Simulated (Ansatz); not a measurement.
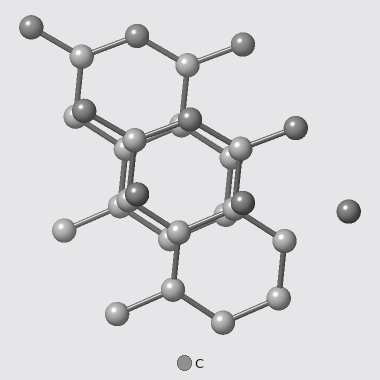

The system is Cl on a C(101) slab cut from the R-3m phase, its upper half relaxed before the scan (24 atoms of substrate and one adsorbate in a 2 × 2 cell); the picture shows it without the atoms that are moved over the map. Cl is moved over the surface cell at a fixed height above a rigid substrate; the origin of the map has the adsorbate above C21; the height is held at 2.80 Å. Places are given modulo a cell vector. The map is drawn in real space over the plane of the surface. The grid has 6 × 6 points; 21 points were computed and 15 follow by symmetry. Places are given in fractions of the 1 × 1 surface cell. Energies are in eV, from the lowest grid point. Energies and slopes of some neighbouring points disagree (a jump in structure or state, or too coarse a mesh). The magnetic moment jumps between some neighbouring points. At a fixed height the lowest place need not be the adsorption site. These are results of DFT PBE+D3(BJ), scalar-relativistic, plane waves, PAW (Ansatz), not measurements. Settings: cutoff 420 eV, k-mesh 6×4×1, gaussian smearing 0.05 eV, spin-polarised.

Range: position of Cl25 along the first surface vector from 0.000 to 0.833; position of Cl25 along the second surface vector from 0.000 to 0.833.

**Predict the map.**

The lowest grid point is at the top site over a surface C atom, (0/6, 0/6) of the cell vectors. The highest grid point, the trough between two rows of top atoms, (0/6, 3/6) of the cell vectors, lies 0.515 eV above the lowest. At the lowest point the adsorbate has 1 C at 2.80 Å as nearest neighbours, at the highest 2 C at 3.34 Å.

```csv
"second ↓, first →",0/6,1/6,2/6,3/6,4/6,5/6
5/6,0.124,0.208,0.303,0.303,0.208,0.124
4/6,0.350,0.404,0.438,0.404,0.350,0.285
3/6,0.515,0.429,0.429,0.515,0.429,0.429
2/6,0.311,0.273,0.311,0.361,0.386,0.361
1/6,0.080,0.080,0.165,0.254,0.254,0.165
0/6,0.000,0.058,0.160,0.227,0.160,0.058
```

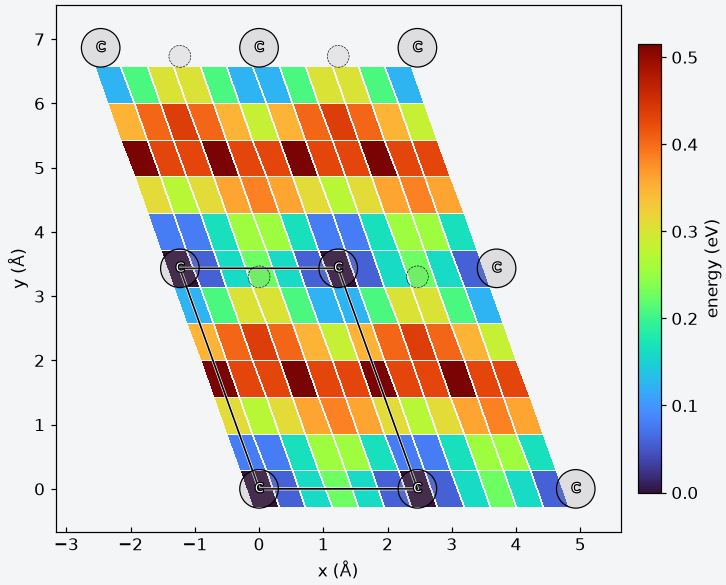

Drawn: one coloured cell a grid point, labelled circles for the atoms of the top layer and small ones for the second layer, the outline of one cell of the 2 × 2 shown.

The whole map (21 points run) took 41 min on 4 threads of Arm Neoverse V2, on a shared host.

PAW datasets: the set soft_1.
